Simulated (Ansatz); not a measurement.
```
CELL_PARAMETERS angstrom
3.46971 0.00000 0.00000
0.00000 5.81365 0.00000
0.00000 0.00000 5.74628
ATOMIC_POSITIONS crystal
Zr 0.00000 0.00000 0.02200
Si 0.50000 0.25257 0.44188
O 0.50000 0.00000 0.60935
O 0.50000 0.00000 0.20361
O 0.00000 0.26566 0.34306
O 0.00000 0.29459 0.88382
Si 0.00000 0.50000 0.07890
Si 0.50000 0.74743 0.44188
O 0.50000 0.50000 0.58564
O 0.50000 0.50000 0.16298
O 0.00000 0.73434 0.34306
O 0.00000 0.70541 0.88382
```

Space group Pmm2; a structure from a database of computed crystals, not necessarily the ambient phase; started from the tetragonal host prototype, which need not be the ambient phase.

Level of theory: DFT, r2SCAN, plane waves, PAW in Ansatz 0.2.0.

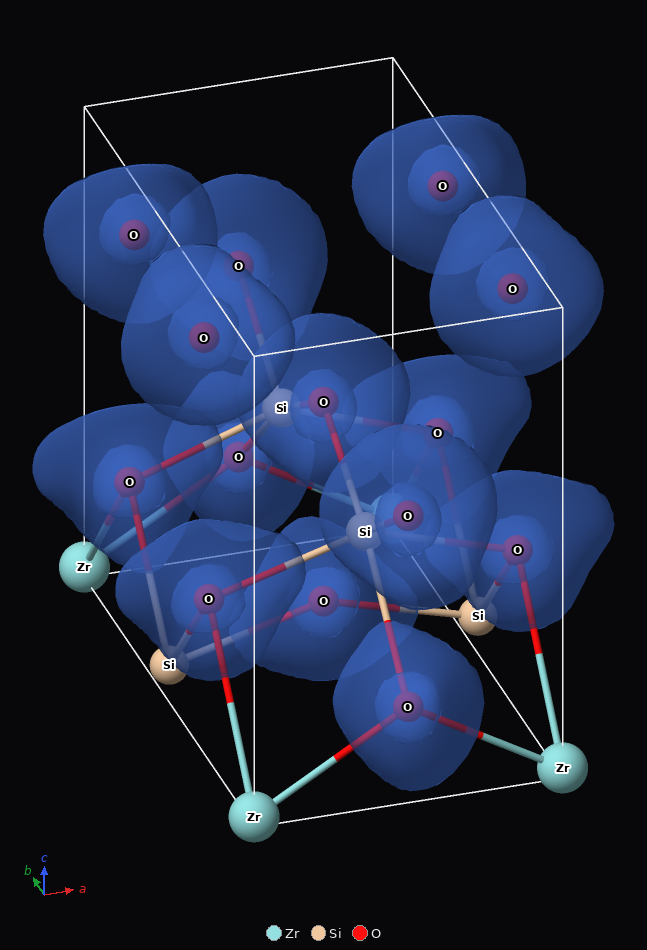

ZrSi$_{3}$O$_{8}$. Isosurface of the ELF at 0.7 (blue), seen at an oblique angle. Only the valence region is drawn (cores and ρ < 0.01 e/Å³ removed). Sticks mark near contacts.

### Where are the electrons localised?

The ELF exceeds this value in seven regions on O in which the atom's valence shell and bonds are merged and one region wrapped around O (its valence shell), counted in one cell of 12 atoms. Any copies at cell faces, edges or corners count once. Along the contacts the grid gives the following. Si–O (1.64 Å): the ELF peaks at about 0.85 between the atoms. Zr–O (1.89 Å): the ELF peaks at about 0.80 in the valence shell of O, 0.5 Å from its nucleus, and drops to about 0.30 between the two atoms.

### Does the calculation give a band gap?

It is gapped, with a Kohn–Sham gap of 4.4 eV on the k-point mesh, an upper bound to the gap of this method.
